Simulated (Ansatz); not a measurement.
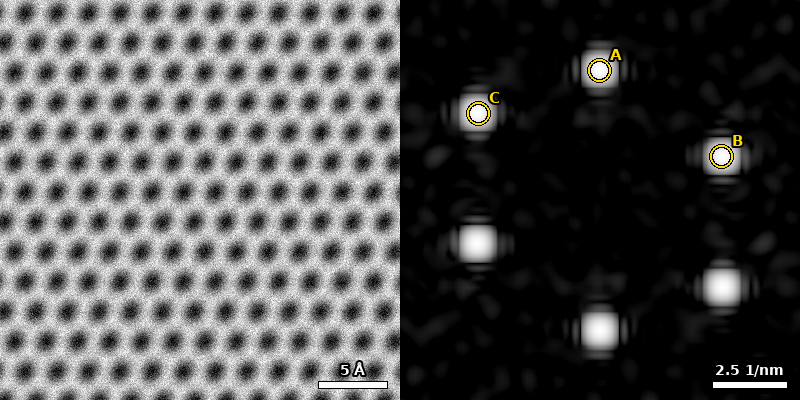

Phase-contrast TEM-like image of Re (Fm-3m, No. 225) along [110]. Simulated in the weak-phase-object approximation with neutral-atom potentials: 300 kV, Cs = 0.60 mm, defocus −412 Å (negative is underfocus), defocus spread 40 Å, aperture 0.58 1/Å. Shot noise was added. Structure used: coordinates from a relaxation with DFT PBEsol, scalar-relativistic, plane waves, PAW (Ansatz); the starting structure was generated, so it need not be a known form of this composition.

The right panel is the modulus of the image's Fourier transform on a logarithmic scale.

a = 3.880 Å, b = 3.880 Å, c = 3.880 Å, α = 90.00°, β = 90.00°, γ = 90.00°

Q: Index the marked spots and give their plane spacings (the zone axis points at the viewer; indices equivalent by symmetry, or all signs reversed, are as good).

A: (-1 1 1), d = 2.24 Å; B: (-1 1 -1), d = 2.24 Å; C: (002), d = 1.94 Å. A and B enclose 71°, and every spot obeys the zone law hu + kv + lw = 0 for [110].
